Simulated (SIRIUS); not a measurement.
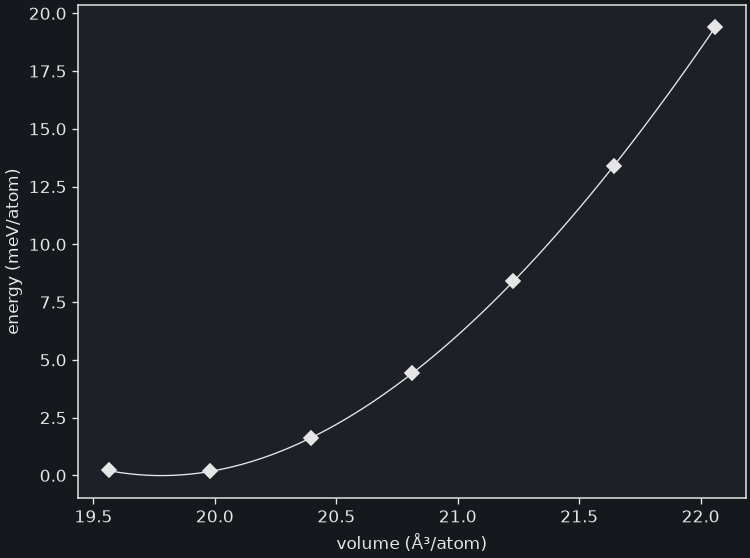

The picture above shows the energy against volume for LiBr, space group Fm-3m (No. 225).

Cell as given: a = 3.890 Å, b = 3.890 Å, c = 3.890 Å, α = 60.00°, β = 60.00°, γ = 60.00°; 2 atoms.

Computed with SIRIUS 7.12.0: all-electron LAPW DFT, no spin polarisation; energies at scaled volumes of the given cell, shape and fractions fixed, counted from the fit's minimum, third-order Birch-Murnaghan fit. Level: PBEsol.

```json
{"setting": "k mesh", "value": "8×8×8"}
{"setting": "occupations", "value": "Fermi–Dirac"}
{"setting": "smearing width", "value": "0.05 eV"}
{"setting": "potentials", "value": "all electron FP LAPW"}
{"setting": "program settings", "value": "basis apw+lo standard, gk cutoff 3.5 1/bohr, pw cutoff 20 1/bohr"}
```

This calculation gives: equilibrium volume 19.78 Å³/atom and bulk modulus 28.8 GPa.

Now Br is replaced by F on all its sites, which gives LiF in the same structure. The second calculation uses k mesh 11×11×11. How do these quantities change?

The equilibrium volume falls from 19.78 to 8.01 Å³/atom (−60 %) and the bulk modulus rises from 28.8 to 72.4 GPa (+151 %).

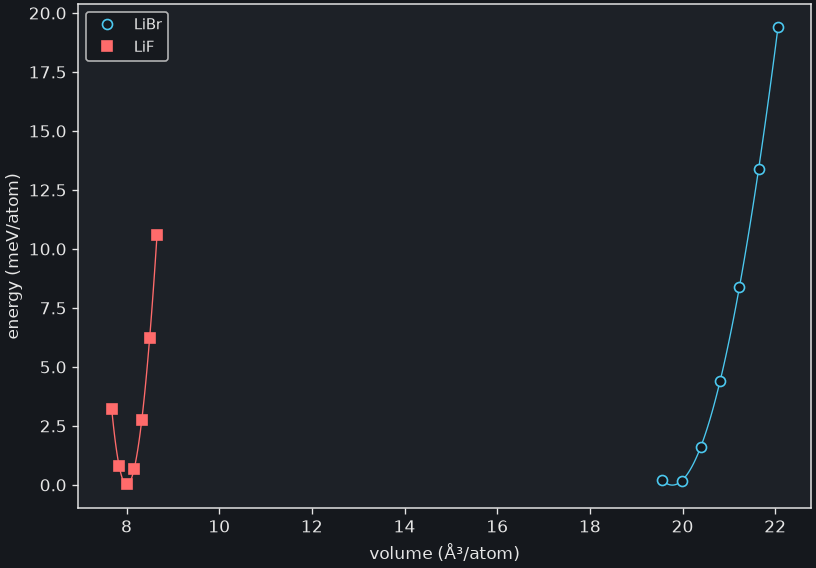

The two results together.

V0 and the bulk modulus come from third-order Birch–Murnaghan fits.
